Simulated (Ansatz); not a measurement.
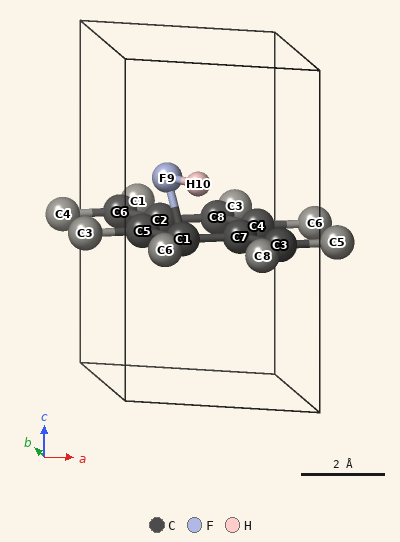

Figure 1. The structure as given in the input (ball-and-stick view of the cell of the calculation, with the vacuum cut short, seen slightly off an axis; neighbours outside the cell are drawn fainter; atoms are numbered from 1 in the order of the input). An atom can appear more than once, as a periodic image.

# Run report: C$_{8}$HF, single-point calculation

The run: single-point calculation of C$_{8}$HF (slab, 10 atoms in the cell). Method and program: DFT PBE+D3(BJ), scalar-relativistic, plane waves, PAW, PAW set soft_1, no spin polarisation (Ansatz 0.2.0).

The structure derives from an entry of the Crystallography Open Database. Figures and captions count atoms from 1; the log counts them from 0 in places.

The program's output
```
Engine: ansatz 0.2.0, x86_64-unknown-linux-gnu
Pseudopotentials: kind: paw
Pseudopotential: C, paw, valence charge 4, recommended cutoff 420 eV (normal), [file]
Pseudopotential: F, paw, valence charge 7, recommended cutoff 420 eV (normal), [file]
Pseudopotential: H, paw, valence charge 1, recommended cutoff 420 eV (normal), [file]
Functional definition: PBE
  parameter kappa = 0.804
  parameter beta = 0.06672455060314922
  exchange = pbe_x(kappa = kappa, mu = beta*pi^2/3)
  correlation = pbe_c(beta = beta)
Crystal: 10 atoms, lattice volume = 379.077 Å³
Basis set: ecut = 420 eV, 7375 PW (Γ), exchange–correlation on 72×72×250 points (8 copies of the dense FFT grid, shifted against one another)
Bands: 30, of which v1, the nominal top of the filled ones, is band 20 counted from 1 (19 counted from 0)
Symmetry: 2 space group operations
Space group: Cm (ITA 8), of the structure as read, at distance tolerance 7.2e-5 Å
k-points: 13 of 36 (time reversal used)
Non-local potential: C, projectors of the file, l = 0: 2, l = 1: 2, l = 2: 1
Non-local potential: F, projectors of the file, l = 0: 2, l = 1: 2, l = 2: 1
Non-local potential: H, projectors of the file, l = 0: 2, l = 1: 1
PAW form: soft (Blöchl's): semilocal exchange-correlation on the pseudo side does not see the compensation charge
PAW one-centre angular grid: C, 110 points (default); XC on 64 Gauss nodes
PAW one-centre angular grid: F, 110 points (default); XC on 64 Gauss nodes
PAW one-centre angular grid: H, 110 points (default); XC on 64 Gauss nodes
Initial density: superposition of atomic densities (neutral atoms: chi_scale 0, normalization atom)
Initial wavefunctions: pseudopotential atomic-orbital guess
Functional: x = pbe(κ = 0.804, μ = 0.2195149727645171), c = pbe(β = 0.06672455060314922)
SCF iter   1: F=—  HF=-2831.502005 eV  |F-HF|=—  |Δ(HF+E_count)|=         —  Δρ=5.98e-2  dr2=1.43e1  ethr=3.10e-3  p=0.000 e·Å  D=8.89e-7 V/Å  ΔV_dip=-0.00 eV  dr2_dipole=1.15e-1  V_vac-E_F(+/−)=7.19/7.19 eV  ⟨swp⟩=8.5  Hψ=2293  notcnv=0  defer=9
efield: sawtooth ramp at fractional position 0.7422 (placed from the atoms, in the widest stretch of the axis that holds none; the zero of the levels goes with the place), width 0.0400; the density the first Hamiltonian is built on has a dipole p = 0.000 e·Å; the dipole correction subtracts the counter field D = 8.89e-7 V/Å, which shifts the + side's vacuum level by -0.00 eV against the − side's; the planar-averaged density in the ramp window peaks in size at 6.6e-7 e/Å³
preconditioner: auto → Resta (q_TF=auto, 1.875 Å⁻¹)  ε∞=1.5  [insulator: Δε(μ)=1.058 eV  Ē_g=15.922 eV  σ=0.100 eV  W_gap=1.00  n_scr=52 (ndim 8)  ℏωp=11.8 eV  f_vac=0.732  D(μ)=0.00/eV (n_scr^D=0)  ε∞_Penn≈1.5  vacuum switching on, ρ_ref=1.8e-2 e/Å³]
SCF iter   2: F=—  HF=-2826.323185 eV  |F-HF|=—  |Δ(HF+E_count)|=    5.18e0  Δρ=2.61e-2  dr2=1.88e0  ethr=3.10e-3  p=0.240 e·Å  D=1.14e-1 V/Å  ΔV_dip=-2.06 eV  dr2_dipole=3.25e-2  V_vac-E_F(+/−)=3.55/5.61 eV  ⟨swp⟩=4.9  Hψ=1212  notcnv=0  defer=48
SCF iter   3: F=—  HF=-2825.955238 eV  |F-HF|=—  |Δ(HF+E_count)|=   3.68e-1  Δρ=1.60e-2  dr2=9.88e-1  ethr=3.10e-3  p=0.038 e·Å  D=1.83e-2 V/Å  ΔV_dip=-0.33 eV  dr2_dipole=3.18e-2  V_vac-E_F(+/−)=3.28/3.60 eV  ⟨swp⟩=3.7  Hψ=948  notcnv=0  defer=46
SCF iter   4: F=—  HF=-2825.739910 eV  |F-HF|=—  |Δ(HF+E_count)|=   2.15e-1  Δρ=4.41e-3  dr2=3.76e-2  ethr=2.47e-3  p=0.121 e·Å  D=5.76e-2 V/Å  ΔV_dip=-1.04 eV  dr2_dipole=1.08e-3  V_vac-E_F(+/−)=2.87/3.91 eV  ⟨swp⟩=2.9  Hψ=739  notcnv=0  defer=42
SCF iter   5: F=—  HF=-2825.737068 eV  |F-HF|=—  |Δ(HF+E_count)|=   2.84e-3  Δρ=1.46e-3  dr2=3.60e-3  ethr=9.41e-5  p=0.100 e·Å  D=4.79e-2 V/Å  ΔV_dip=-0.86 eV  dr2_dipole=6.58e-6  V_vac-E_F(+/−)=2.96/3.82 eV  ⟨swp⟩=2.6  Hψ=702  notcnv=0  defer=38
SCF iter   6: F=—  HF=-2825.737468 eV  |F-HF|=—  |Δ(HF+E_count)|=   4.01e-4  Δρ=3.24e-4  dr2=2.64e-4  ethr=9.00e-6  p=0.098 e·Å  D=4.67e-2 V/Å  ΔV_dip=-0.84 eV  dr2_dipole=3.42e-6  V_vac-E_F(+/−)=2.97/3.81 eV  ⟨swp⟩=2.3  Hψ=621  notcnv=0  defer=38
SCF iter   7: F=—  HF=-2825.737542 eV  |F-HF|=—  |Δ(HF+E_count)|=   7.36e-5  Δρ=1.02e-4  dr2=3.34e-5  ethr=6.60e-7  p=0.096 e·Å  D=4.59e-2 V/Å  ΔV_dip=-0.83 eV  dr2_dipole=1.98e-6  V_vac-E_F(+/−)=2.97/3.80 eV  ⟨swp⟩=2.1  Hψ=569  notcnv=0  defer=38
SCF iter   8: F=—  HF=-2825.737407 eV  |F-HF|=—  |Δ(HF+E_count)|=   1.35e-4  Δρ=3.00e-5  dr2=2.44e-6  ethr=8.34e-8  p=0.097 e·Å  D=4.63e-2 V/Å  ΔV_dip=-0.83 eV  dr2_dipole=4.47e-8  V_vac-E_F(+/−)=2.97/3.80 eV  ⟨swp⟩=2.2  Hψ=590  notcnv=0  defer=38
SCF iter   9: F=—  HF=-2825.737408 eV  |F-HF|=—  |Δ(HF+E_count)|=   1.04e-6  Δρ=1.08e-5  dr2=3.15e-7  ethr=6.09e-9  p=0.097 e·Å  D=4.63e-2 V/Å  ΔV_dip=-0.83 eV  dr2_dipole=1.20e-9  V_vac-E_F(+/−)=2.97/3.80 eV  ⟨swp⟩=2.0  Hψ=594  notcnv=0  defer=38
SCF iter  10: F=-2825.737408 eV  HF=-2825.737408 eV  |F-HF|=1.00e-8  |Δ(HF+E_count)|=   1.39e-7  Δρ=4.37e-6  dr2=5.39e-8  ethr=2.50e-10  p=0.097 e·Å  D=4.63e-2 V/Å  ΔV_dip=-0.83 eV  dr2_dipole=6.04e-10  V_vac-E_F(+/−)=2.97/3.80 eV  ⟨swp⟩=26.6  Hψ=4217  notcnv=0
SCF 1 converged in 10 iterations: F = -2825.737408 eV  dr2 = 5.39e-8
  greatest PAW one-centre occupation: 0.948 electrons in one spin orbital (limit 2), on the F atom at site 8 (counted from 0), in its partial waves of l = 0
```

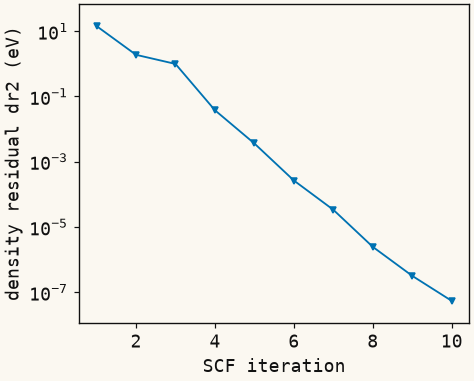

Figure 2. Convergence of the self-consistent field: density residual dr2 against the SCF iteration. The residual falls at every step.

```
WARN: The output density's exchange-correlation potential varies sharply where the density is thin. Do not read a vacuum level from v_tot or v_xc, or from such a field of the output density. On a cell that repeats whose density bears no net charge and no dipole along the vacuum's axis use v_es (v_loc + v_h of the components); under efield.dipole_correction with no amplitude use v_es + v_field, which holds any external_charges[].barrier, or the levels of the report's work_function block, which leave it out; under a non-zero efield.amplitude the vacuum is tilted and has no level; on a cell that repeats and bears such a dipole with no correction it is tilted too, and efield.dipole_correction with no amplitude gives each side of its ramp a level where efield: is served; in a cell that repeats whose density bears a net charge (total_charge, or a fill off its count) it is curved and has none; of a slab under crystal.periodic whose density bears no net charge use v_es, which has a level on each side, short of where the two are joined; of another it falls or rises all the way out and has none; of a slab beside external_charges read slab_vacuum_level instead, which it has where they leave it neutral. The grid or the basis barely resolves most such structure, and the values can differ between equally converged runs; as a rule a tighter scf.convergence.dr2_threshold does not remove it. Where the density itself ripples (under the LDA too) a higher basis.ecutwfc lessens it. The files hold the spikes' plane waves up to the density's cutoff. Files: v_tot_of_output_density and the like, and their columns of v_z.tsv (output.write_potential); v_xc_of_output_density and the like, and their columns of v_comp_z.tsv (output.write_potential_components). Measured: with its Gaussian average of σ = 0.25 Å subtracted twice, the exchange-correlation potential is over 0.1 eV at 7 of the grid points where the equally averaged density (valence and model cores) is under 1e-3 e/Å³, and 0.230 eV at the most among them, at an averaged density of 2.2e-7 e/Å³. The input density's (outcome.potential() and, of a run that writes arrays, v_tot and v_xc) is over 0.1 eV, so measured, at 2 points of its own thin density, 0.158 eV at the most. See output.write_potential in the manual, Limitations
SCF converged after 10 iterations
Free energy (F): -2825.737408 eV
Harris-Foulkes:  -2825.737408 eV  (|F-HF|=1.00e-8)
Internal energy: -2825.737408 eV  (E = F + TS)
E sigma→0 (E₀):  -2825.737408 eV
Fermi energy:    -0.962280 eV
Dipole field:    D = 0.046276 V/Å  (p = 0.096945 e·Å, saw-weighted, corrected)
Work function:   Φ+ = 2.9675 eV   Φ− = 3.8003 eV
Levels:          The Fermi level and band energies are counted from a zero that moves with the ramp; work functions are not
--- Per-component energies (eV) ---
  E_band       = -469.961589
  E_kinetic    = 931.908673
  E_local      = -16976.037278  (includes V_loc(G=0)·N_el)
  E_nonlocal   = 277.039280
  E_hartree    = 8004.781141
  E_xc         = -463.909444
  E_vxc        = -576.218788  (∫ρ·V_xc dr)
  E_paw        = -1006.940548  (= ΣΔE_a)
  E_vpaw       = -137.014726  (= ΣTr[D̂ρ^β])
  E_aug_tail   = 0.000189  (compensation charges beyond the density's cutoff)
  E_efield     = 0.002243  (sawtooth field / dipole correction)
  E_vefield    = 0.804138  (∫n·V_field dr)
  E_ewald      = 6408.233196
  E_disp       = -0.814860  (pairwise vdW)
  E_smearing   = -0.000000  (= −TS)
  E_closure    = -0.000000  (closes the sum)
  Σ components = -2825.737408   (vs F -2825.737408, Δ=0.00e0)
--- Forces (eV/Å), atoms counted from 1 ---
  atom   1  C      1.52013945    -0.87765292    -5.85694274
  atom   2  C      0.23581181    -0.23259140    -0.58341214
  atom   3  C      0.31933597    -0.08792331    -0.58341214
  atom   4  C     -0.32062070     0.18511045    -0.07451013
  atom   5  C     -4.26831318     2.46431176    -5.75457785
  atom   6  C      0.19349386    -1.39311781    -0.89591043
  atom   7  C      1.30322234     0.52898831    -0.89591043
  atom   8  C      0.27915686    -0.16117129    -0.17927194
  atom   9  F      1.22282794    -0.70600004    13.49408042
  atom  10  H     -0.48512234     0.28008551     1.32953324
  max |Σ_I F_I| component: 3.34e-4 eV/Å
--- Band table (eV; the first three rows and the last of 13) ---
  k-point 0: bands = ["-30.4085", "-21.1065", "-17.0246", "-16.7115", "-16.0140", "-15.3053", "-15.2794", "-14.9354", "-12.1998", "-11.0463", "-9.5862", "-8.7307", "-8.1049", "-7.8346", "-7.4481", "-4.7986", "-4.7529", "-4.1034", "-3.5259", "-2.5076", "-0.0467", "0.3614", "0.6472", "1.4439", "2.1678", "2.4684", "3.0603", "3.9438", "4.6590", "5.4944"]
  k-point 1: bands = ["-30.4069", "-20.9646", "-17.6941", "-17.0317", "-16.5674", "-15.0099", "-14.6767", "-13.6565", "-12.1564", "-10.9942", "-9.7821", "-8.7909", "-8.2297", "-8.1348", "-7.3984", "-5.4232", "-5.1203", "-4.5659", "-3.6354", "-2.6429", "0.1893", "0.7658", "1.1959", "1.7739", "2.3466", "2.6886", "3.1927", "4.1522", "4.8245", "5.6932"]
  k-point 2: bands = ["-30.4035", "-20.5384", "-18.8328", "-17.4077", "-17.0026", "-14.1949", "-13.6798", "-12.4162", "-11.5122", "-10.9338", "-10.0772", "-9.6865", "-8.7913", "-7.8168", "-7.0701", "-6.9993", "-5.9639", "-5.4065", "-3.7832", "-2.7740", "0.6151", "1.2056", "1.9778", "2.7389", "3.2184", "3.4333", "3.6012", "4.6522", "4.8962", "5.4754"]
  k-point 12: bands = ["-30.4005", "-20.0188", "-19.7646", "-17.1636", "-17.1055", "-14.3757", "-12.5408", "-12.3971", "-11.3336", "-11.1010", "-9.8722", "-9.1263", "-9.0203", "-8.9454", "-6.8763", "-6.8343", "-6.5728", "-6.1099", "-4.1358", "-2.2920", "1.0116", "1.0344", "1.5171", "3.3744", "3.7373", "4.2612", "4.3271", "4.5908", "4.7148", "5.5251"]
```

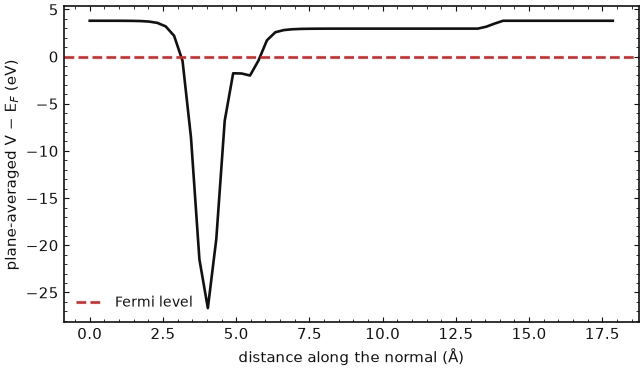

Figure 3. Plane average of the electrostatic potential energy of an electron across the cell, from the Fermi level. The vacuum level lies 2.97 eV above the Fermi level on the upper side and 3.80 eV on the lower.

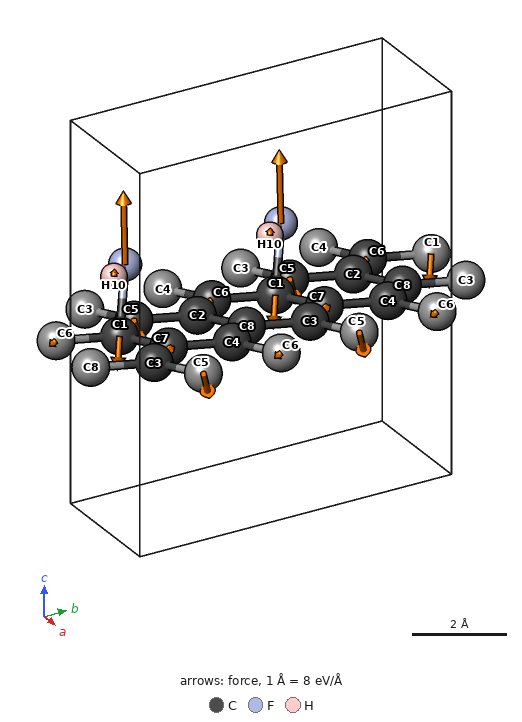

Figure 4. Forces on the atoms as orange arrows (ball-and-stick view of the 1 × 2 repeat of the cell, with the vacuum cut short, seen slightly off an axis; neighbours outside the cell are drawn fainter; atoms are numbered from 1 in the order of the input); the smallest are left out. The largest act on F9 (13.57 eV/Å); C5 (7.58 eV/Å); C1 (6.11 eV/Å). The geometry is not a stationary point of this energy.

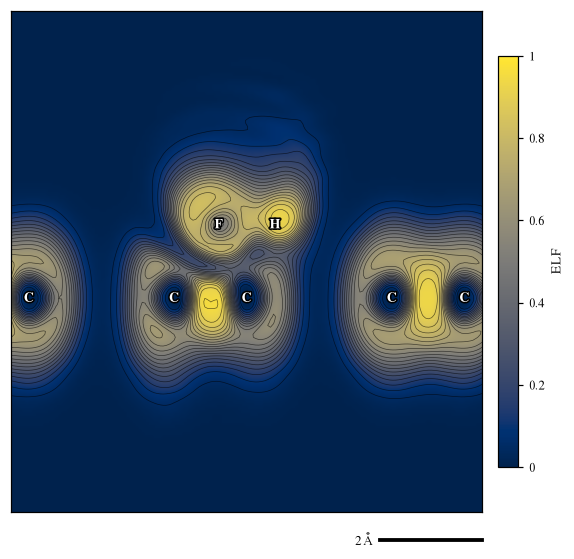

Figure 5. Electron localisation function on the (110) plane of the calculation cell, a cut from vacuum to vacuum. F–H (1.10 Å): the ELF climbs to about 0.85 towards the hydrogen, as it does in any bond to H. C–F (1.54 Å): the ELF peaks at about 0.75 between the atoms. Core electrons are frozen (PAW), so the fields are smoothed inside the atomic spheres.

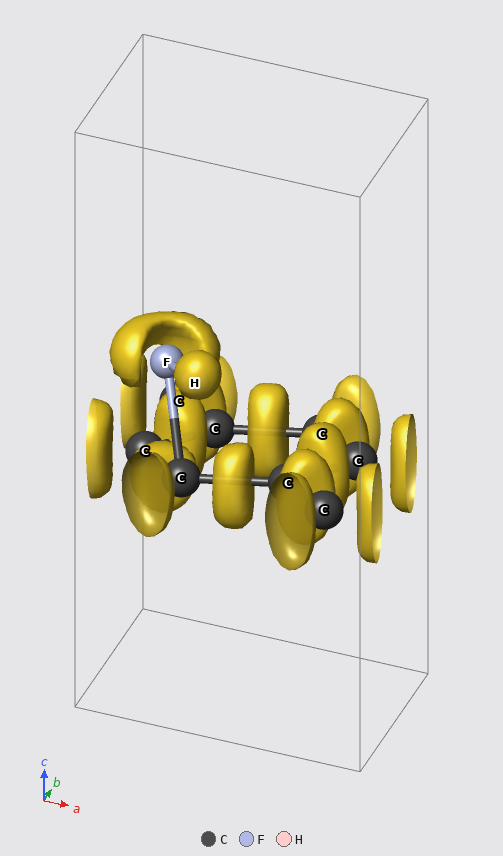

Figure 6. Isosurface of the electron localisation function at 0.8 (yellow), seen slightly off an axis. Core shells and regions of very low density are left out. Sticks mark near contacts. Values along the shortest contacts: F–H (1.10 Å): the ELF climbs to about 0.85 towards the hydrogen. C–C (1.42 Å): the ELF peaks at about 0.95 between the atoms, which marks a covalent bond.

This output came from the following input.

The input
```yaml
crystal:
  lattice:
    - [4.9313048826, -1.0e-10, 0.0]
    - [-2.4656524413, 4.2706353022, 0.0]
    - [0.0, 0.0, 18.0000331944]
  atoms:
    - { symbol: C, position: [0.3333333333, 0.1666666667, 0.2222236565] }
    - { symbol: C, position: [0.3333333333, 0.6666666667, 0.2222236565] }
    - { symbol: C, position: [0.8333333333, 0.1666666667, 0.2222236565] }
    - { symbol: C, position: [0.8333333333, 0.6666666667, 0.2222236565] }
    - { symbol: C, position: [0.1666666667, 0.3333333333, 0.2222218124] }
    - { symbol: C, position: [0.1666666667, 0.8333333333, 0.2222218124] }
    - { symbol: C, position: [0.6666666667, 0.3333333333, 0.2222218124] }
    - { symbol: C, position: [0.6666666667, 0.8333333333, 0.2222218124] }
    - { symbol: F, position: [0.2689986429, 0.2310013571, 0.302223509] }
    - { symbol: H, position: [0.3976680237, 0.1023319763, 0.302223509] }
basis:
  ecutwfc: 420
kpoints:
  mp_grid: { grid: [6, 6, 1] }
hamiltonian:
  xc: pbe
  pseudopotentials: { kind: paw, azcp: { folder: soft_1 } }
  dispersion: d3bj
scf:
  occupations: { method: gaussian, width: 0.1 }
output:
  forces: true
  eigenvalues: true
  write_density: true
  write_potential: true
  elf: true
  volumetric_format: npy
efield:
  axis: 3
  dipole_correction: true
  ramp_width: 0.04
```

Run as:
```bash
ansatz run input.yaml --threads 1 --pin off --max-ram 3072MiB --backend cpu --events-out ev --progress --plain --runs-dir out
```

Results in brief

| quantity | value |
| --- | --- |
| outcome | converged |
| electrons treated | 40 |
| free energy | −2825.7374 eV |
| work function, top face | 2.97 eV |
| work function, bottom face | 3.80 eV |
| Fermi energy | −0.962 eV |
| gap on the k-point mesh | 0.94 eV |
| work function (upper face) | 2.97 eV |
| largest force (length of the vector) | 13.568 eV/Å |
| hardware | 1 thread of Intel Xeon (Granite Rapids), 32 GiB of memory available, shared host |
| wall time | 9 s |
| peak memory | 0.54 GiB |

Notes

Warnings of the run: the exchange-correlation potential is rough where the density is thin.
